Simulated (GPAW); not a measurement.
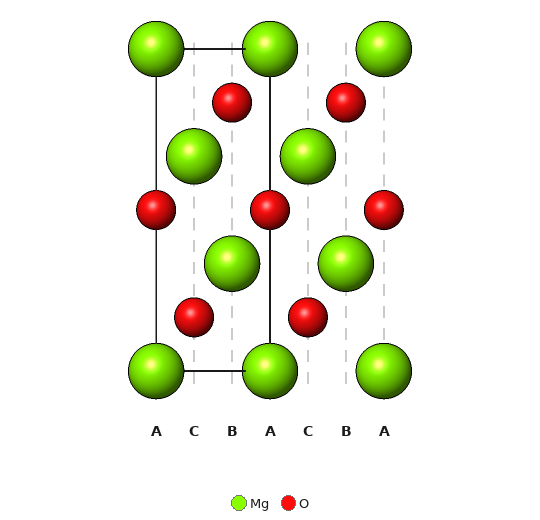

The picture looks along a close-packed row of the hexagonal mesh; [111] points upwards. The dashed lines mark the three columns A (0, 0), B (1/3, 2/3) and C (2/3, 1/3). The box is the hexagonal cell of the face-centred cubic lattice. The sequence starts with the first layer at or above the cell's origin.

System MgO (space group Fm-3m, No. 225); source of the atomic positions: a cell listed in the Materials Project, as set up for an electronic-structure calculation.

Q: List the layers of one repeat.

A: Mg(A) – O(C) – Mg(B) – O(A) – Mg(C) – O(B) (six layers in 7.26 Å).

Q: How are the O layers alone stacked?

A: O layers alone: CAB, the cubic close-packed type.

Q: Which positions between or in the O layers do the other atoms fill?

A: Mg: three octahedral sites (per hexagonal cell).
